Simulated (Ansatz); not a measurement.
```cif
data_structure
_symmetry_space_group_name_H-M 'P 1'
_symmetry_Int_Tables_number 1
_cell_length_a 4.8279
_cell_length_b 4.8279
_cell_length_c 3.0999
_cell_angle_alpha 90.000
_cell_angle_beta 90.000
_cell_angle_gamma 120.000
_cell_volume 62.57
loop_
_atom_site_label
_atom_site_type_symbol
_atom_site_fract_x
_atom_site_fract_y
_atom_site_fract_z
_atom_site_occupancy
Ga1 Ga 0.00000 0.00000 0.00000 1
Ga2 Ga 0.33333 0.66667 0.50000 1
Ga3 Ga 0.66667 0.33333 0.50000 1
```

Space group P6/mmm; set up as Ga, omega (AlB2-type); a generated structure, not necessarily the stable one; changed on purpose from its base cell (volume × 1.04); computed without spin polarisation.

Method: DFT, RPBE, plane waves (420 eV) with PAW, scalar-relativistic in Ansatz.

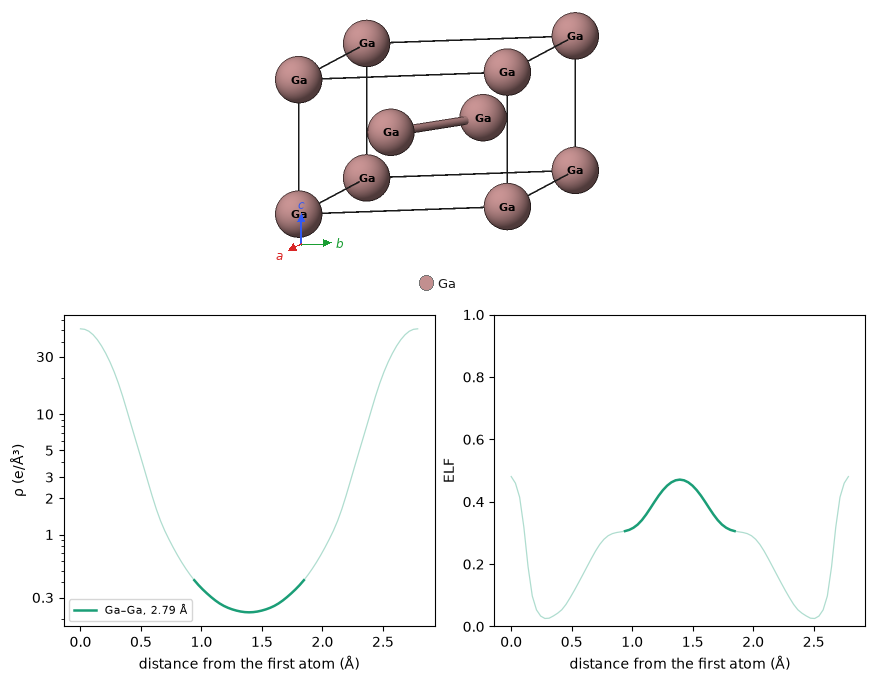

Ga. Valence electron density and electron localisation function along straight lines between neighbouring atoms. Thin, pale parts lie inside the atomic spheres. The structure is drawn too.

The density is the valence pseudo-density of a PAW calculation; it isn't the true density close to the nuclei.

### What can be read from the curves?

Ga–Ga (2.79 Å): ρ is about 0.23 e/Å³ halfway; the ELF is about 0.45 at the midpoint.
